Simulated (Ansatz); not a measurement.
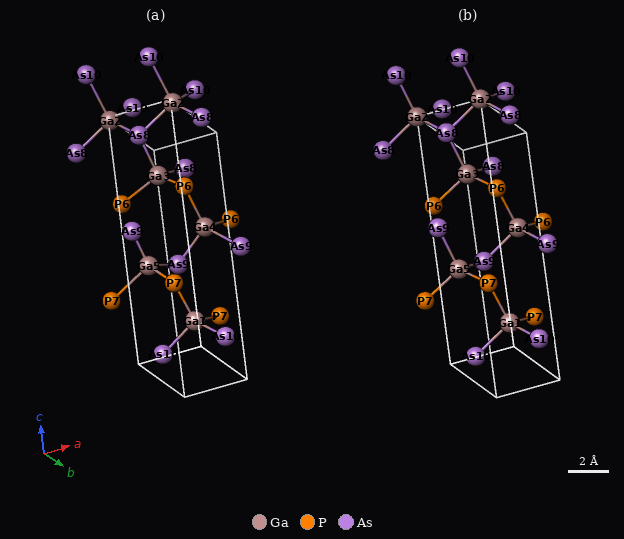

The structure of crystalline Ga$_{5}$As$_{3}$P$_{2}$ (a generated structure, set up in P1) (coarse preliminary run) before (left) and after (right) a relaxation, at one scale.

Style: ball-and-stick. Shown: the cell of the calculation, reduced to other axes, from a free direction. Lengths and directions refer to the drawn axes.

Computed with Ansatz 0.2.0, DFT PBE, scalar-relativistic, plane waves, PAW. Set-up: plane-wave cutoff 420 eV; k-point mesh 4 × 4 × 4; occupations gaussian; smearing width 0.1 eV; no spin polarisation; cell and atoms relaxed; force threshold 0.025 eV/Å; at most 60 steps.

Q: What changed between the two?

A: The energy falls by 3.164 eV per cell of the calculation in 5 accepted moves (6 points after the start). The largest force component goes from 6.5 to 0.00099 eV/Å. Pressure: 4.69 GPa at the start and 0.00 GPa at the end. At 1 point the geometry stayed and the basis and grid were re-selected for the new cell (energy shift of 0.4 meV per cell of the calculation at most each time). The atom that moves furthest relative to the cell is As9 (0.31 Å in a general direction near [−1 −2 0]). By element the largest moves are As 0.31 Å, Ga 0.23 Å, P 0.21 Å. Cell: a 3.991 → 4.017 Å (+0.7 %), b 4.056 → 4.017 Å (−1.0 %), c 14.282 → 14.262 Å (−0.1 %), α 96.4° → 98.1°, β 97.9° → 98.1°, γ 90.9° → 90.0°. Volume −0.8 %. Among the contacts that change: Ga5–As9 2.022 → 2.470 Å, Ga3–P6 2.065 → 2.413 Å, Ga5–P7 2.715 → 2.413 Å, Ga5–As9 (another image) 2.766 → 2.470 Å. Among the angles between lasting bonds that change: Ga4–As9–Ga5 120.7° → 109.8°, P6–Ga4–As9 119.6° → 108.8°, Ga4–As9–Ga5 99.7° → 109.8°. The space group (tolerance 0.01 Å) goes from P1 (No. 1) to I-4m2 (No. 119).
